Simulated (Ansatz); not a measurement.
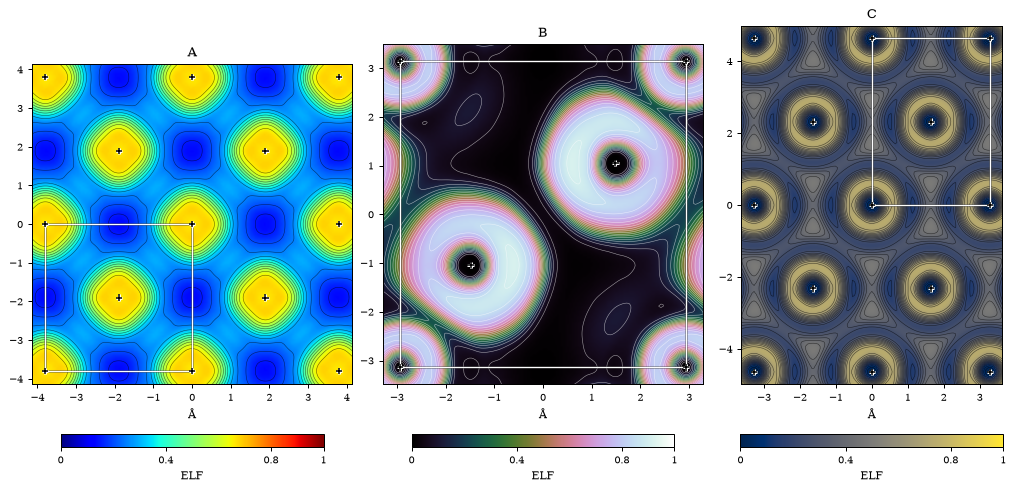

The ELF of 3 systems, each on a plane through atoms (crosses mark nuclei in the plane).

All numbers below come from DFT PBEsol, scalar-relativistic, plane waves, PAW in Ansatz 0.2.0.

System 1: ZrS2, the (110) plane of the conventional cell. Space group P-3m1.

```
CELL_PARAMETERS angstrom
3.62739 0.00000 0.00000
-1.81369 3.14141 0.00000
0.00000 0.00000 5.88079
ATOMIC_POSITIONS crystal
Zr 0.00000 0.00000 0.00000
S 0.33333 0.66667 0.24709
S 0.66667 0.33333 0.75291
```

System 2: Ta, the (011) plane of the conventional cell. Space group Im-3m; computed without spin polarisation.

```
Ta
1.0
     3.28052    0.00000    0.00000
     0.00000    3.28052    0.00000
     0.00000    0.00000    3.28052
Ta
2
Direct
  0.00000 0.00000 0.00000
  0.50000 0.50000 0.50000
```

System 3: Pt, the (100) plane of the conventional cell. Space group Fm-3m; changed on purpose from its base cell (volume × 0.91); computed pressure about 35 GPa in this cell.

### Which map belongs to which system?

Panel A is system 3, Pt: the plane holds Pt. Pt–Pt (2.68 Å): the ELF is about 0.30 at the midpoint: no shared electron pair shows on this line. Panel B is system 1, ZrS2: the plane holds Zr and S. Zr–S (2.55 Å): the ELF peaks at about 0.85 in the valence shell of S, 0.8 Å from its nucleus, and is about 0.40 at the midpoint. Panel C is system 2, Ta: the plane holds Ta. Ta–Ta (2.84 Å): the ELF is about 0.30 at the midpoint (no shared electron pair shows on this line).
